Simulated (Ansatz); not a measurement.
Take the following structure.

```xyz
12
Lattice="-3.2342 -3.4123 -3.4139 3.2353 3.4129 -3.4155 3.2383 -3.4168 3.4144" Properties=species:S:1:pos:R:3 pbc="T T T"
Sn    0.0000    0.0000    0.0000
Sn    0.0026   -3.4143   -3.4143
Sn    1.6204   -3.4158    0.0000
Sn    1.6189   -0.0005   -3.4149
O     1.6210   -3.4156   -2.0937
O     3.2384   -2.0957   -0.0003
O    -1.6158   -3.4130   -2.0932
O     0.0010   -1.3206   -3.4146
O     0.0020   -2.0937    0.0001
O     3.2374   -1.3225   -3.4153
O     1.6184   -0.0006   -1.3211
O     4.8552   -0.0031   -1.3216
```

> Give a crystallographic description of this input.

The stoichiometry is SnO₂. Within 0.01 Å the space group is P4_2/mnm (No. 136), primitive tetragonal: rutile. In the cell are 4 Sn, 8 O, which makes 4 formula units. The polyhedra are SnO6 octahedra; they share corners and edges. Each Sn is bonded to six O in a distorted octahedral arrangement at 2.09 Å. About every O there are three Sn at 2.09 Å. The bonds build a three-dimensional framework.

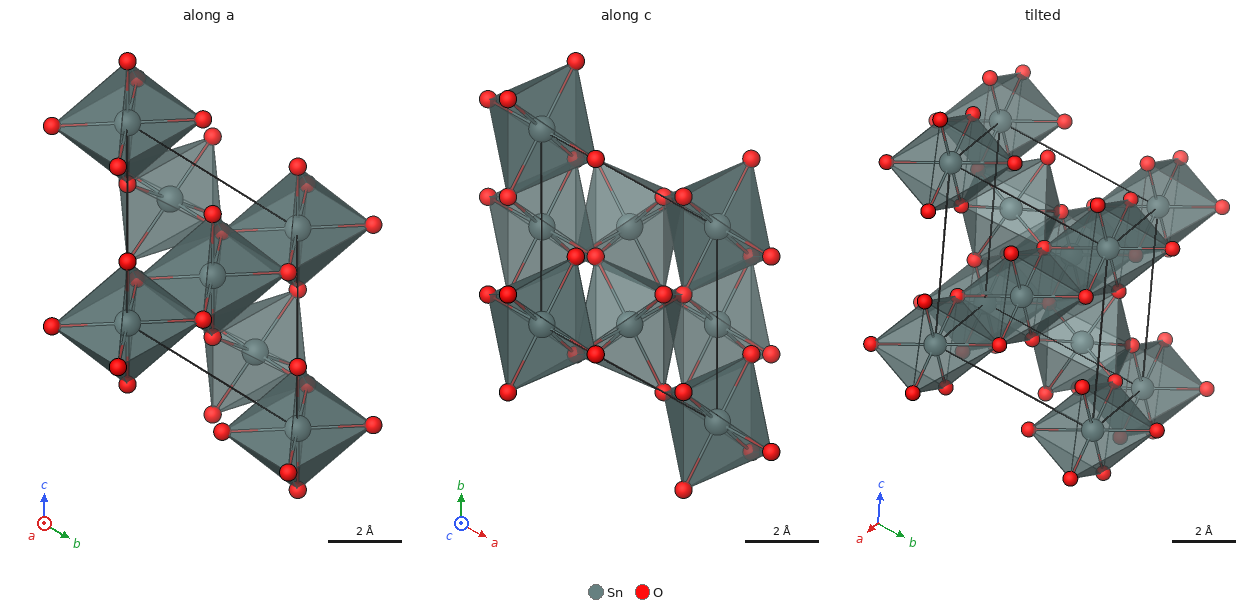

Shown here is a polyhedral view of the crystal, taken along the a axis, along the c axis and slightly off an axis. Atoms at the boundary of the unit cell (the box) are drawn once for each face, edge or corner they touch. Some atoms of the next cells are drawn as well.

It derives from a structure listed in the Materials Project. Relaxation method: Ansatz, DFT PBE, scalar-relativistic, plane waves, PAW.
